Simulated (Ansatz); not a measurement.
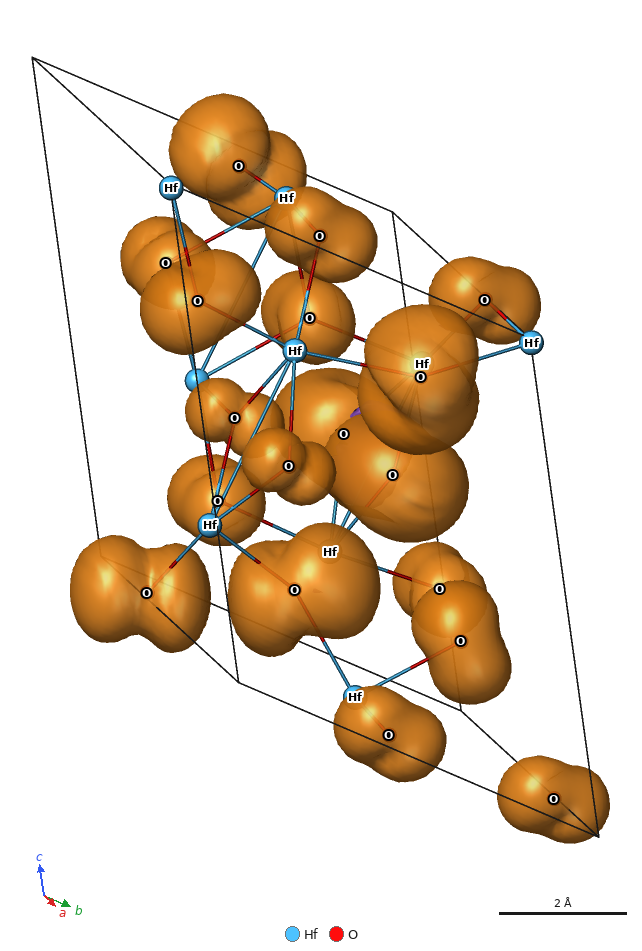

Figure. Hf₇O₁₆ (cell with a defect). Isosurfaces of the magnetisation density (up minus down) at +0.01 (orange) and −0.01 e/Å³ (purple), seen slightly off an axis. Sticks mark near contacts.

Spin-polarised.

The calculation used DFT PBEsol, scalar-relativistic, plane waves, PAW in Ansatz 0.2.0.

Core electrons are frozen (PAW), and the valence fields are smoothed inside the atomic spheres.

```yaml
crystal:
  lattice:
    - [-4.83012, -4.83012, 0.00000]
    - [-4.83012, 4.83012, 0.00000]
    - [4.83012, 0.00000, -6.41943]
  atoms:
    - { symbol: Hf, position: [0.50870, 0.51232, 0.00453] }
    - { symbol: Hf, position: [0.25007, 0.26668, 0.49766] }
    - { symbol: Hf, position: [0.99172, 0.00536, 0.99056] }
    - { symbol: Hf, position: [0.12682, 0.63253, 0.23739] }
    - { symbol: Hf, position: [0.86333, 0.34956, 0.73892] }
    - { symbol: Hf, position: [0.63642, 0.10785, 0.25627] }
    - { symbol: Hf, position: [0.37524, 0.89302, 0.75786] }
    - { symbol: O, position: [0.12838, 0.94055, 0.25850] }
    - { symbol: O, position: [0.95444, 0.67759, 0.81096] }
    - { symbol: O, position: [0.54583, 0.36414, 0.18409] }
    - { symbol: O, position: [0.37278, 0.17999, 0.73704] }
    - { symbol: O, position: [0.42538, 0.74440, 0.50180] }
    - { symbol: O, position: [0.19059, 0.49979, 0.98495] }
    - { symbol: O, position: [0.94646, 0.25592, 0.49890] }
    - { symbol: O, position: [0.69655, 0.99150, 0.99808] }
    - { symbol: O, position: [0.07628, 0.74084, 0.49336] }
    - { symbol: O, position: [0.80448, 0.49265, 0.99806] }
    - { symbol: O, position: [0.55363, 0.25571, 0.49620] }
    - { symbol: O, position: [0.30951, 0.01251, 0.00928] }
    - { symbol: O, position: [0.12350, 0.32531, 0.24367] }
    - { symbol: O, position: [0.88900, 0.07490, 0.76024] }
    - { symbol: O, position: [0.60838, 0.81212, 0.23508] }
    - { symbol: O, position: [0.37695, 0.57941, 0.75156] }
```

> Where is the spin, and how is it ordered?

The spin density sits on O: +0.6 μB (×4) and +0.3 μB (×2) in one cell of 23 atoms, with smaller moments on other sites: O (up to +0.11 μB): parallel main moments (a ferromagnetic arrangement) in this solution. The cell of the calculation (23 atoms) carries 4.0 μB of net spin moment.
